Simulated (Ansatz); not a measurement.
K2S (space group Fm-3m, No. 225). Coordinates: coordinates from a relaxation with DFT, HSE06, plane waves, PAW in Ansatz 0.2.0.

```cif
data_structure
_symmetry_space_group_name_H-M 'P 1'
_symmetry_Int_Tables_number 1
_cell_length_a 7.4221
_cell_length_b 7.4221
_cell_length_c 7.4221
_cell_angle_alpha 90.000
_cell_angle_beta 90.000
_cell_angle_gamma 90.000
_cell_volume 408.87
loop_
_atom_site_label
_atom_site_type_symbol
_atom_site_fract_x
_atom_site_fract_y
_atom_site_fract_z
_atom_site_occupancy
K1 K 0.25000 0.75000 0.75000 1
K2 K 0.25000 0.25000 0.75000 1
S1 S 0.00000 0.00000 0.00000 1
K3 K 0.25000 0.25000 0.25000 1
K4 K 0.25000 0.75000 0.25000 1
S2 S 0.00000 0.50000 0.50000 1
K5 K 0.75000 0.75000 0.25000 1
K6 K 0.75000 0.25000 0.25000 1
S3 S 0.50000 0.00000 0.50000 1
K7 K 0.75000 0.25000 0.75000 1
K8 K 0.75000 0.75000 0.75000 1
S4 S 0.50000 0.50000 0.00000 1
```

Describe the stacking along [111], with columns A (0, 0), B (1/3, 2/3), C (2/3, 1/3) of the hexagonal mesh spanned by (a − b)/2 and (b − c)/2.

S(A) – K(B) – K(A) – S(B) – K(C) – K(B) – S(C) – K(A) – K(C) (nine layers in 12.86 Å).

S layers alone: ABC, the cubic close-packed type.

K: six tetrahedral sites in each hexagonal cell.

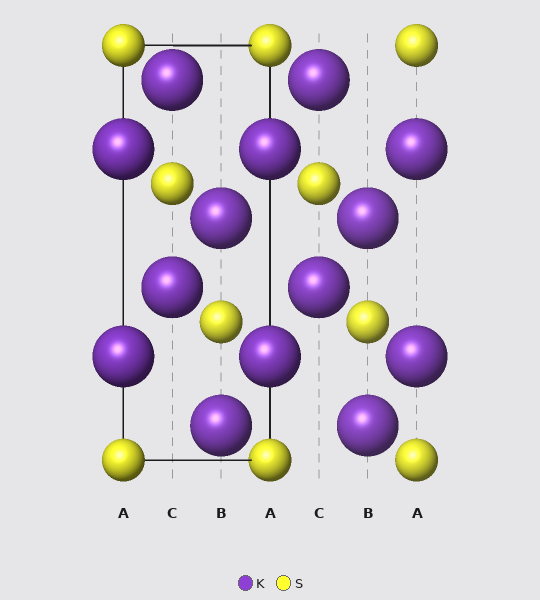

The picture looks along a close-packed row of the hexagonal mesh; [111] points upwards. The dashed lines mark the three columns A (0, 0), B (1/3, 2/3) and C (2/3, 1/3). The box is the hexagonal cell of the face-centred cubic lattice. The sequence starts with the first layer at or above the cell's origin.
